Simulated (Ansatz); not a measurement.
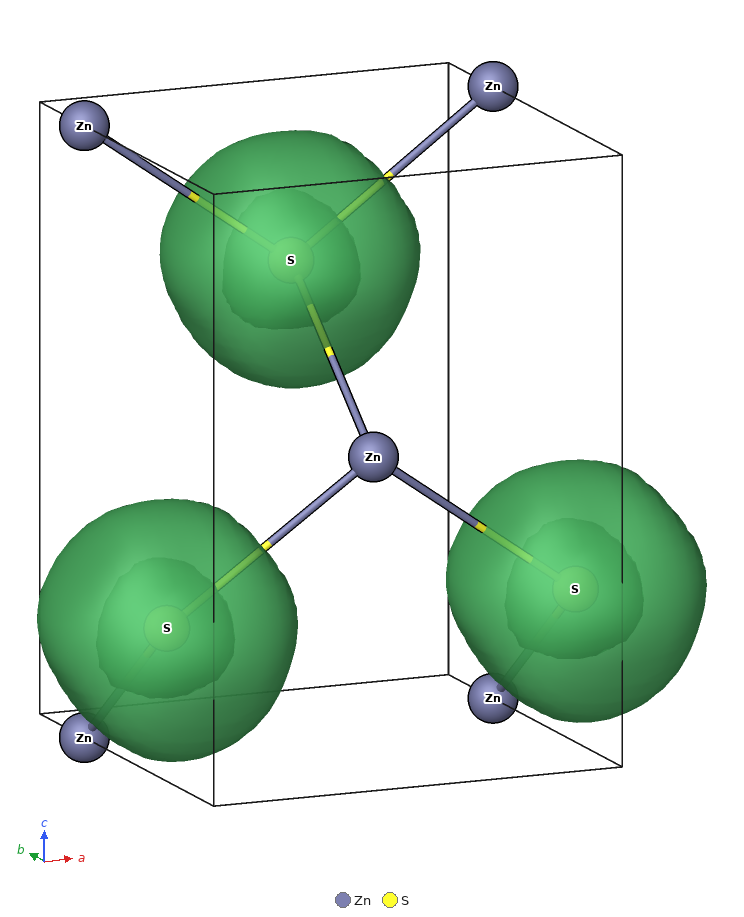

Figure 1: ZnS. Isosurface of the ELF at 0.75 (green), seen at an oblique angle. Only the valence region is drawn (cores and ρ < 0.01 e/Å³ removed). Sticks mark near contacts.

Space group Pmn2₁; not relaxed (largest force 0.8 eV/Å).

Method: Ansatz, DFT PBE, scalar-relativistic, plane waves, PAW.

Core electrons are frozen (PAW), and the valence fields are smoothed inside the atomic spheres.

> Describe the localisation domains.

At this value the surface marks out two regions wrapped around S (the valence shell of each), counted in one cell of 4 atoms. Regions shared between cells count once. Along the contacts the grid gives the following. Zn–S (2.26 Å): the ELF peaks at about 0.90 in the valence shell of S, 0.8 Å from its nucleus, and is about 0.55 at the midpoint. Zn–S (2.34 Å): the ELF peaks at about 0.90 in the valence shell of S, 0.8 Å from its nucleus, and is about 0.55 at the midpoint.

> Does the calculation make it a metal, or give it a gap?

It is gapped, with a Kohn–Sham gap of 2.1 eV on the k-point mesh, an upper bound to the gap of this method.
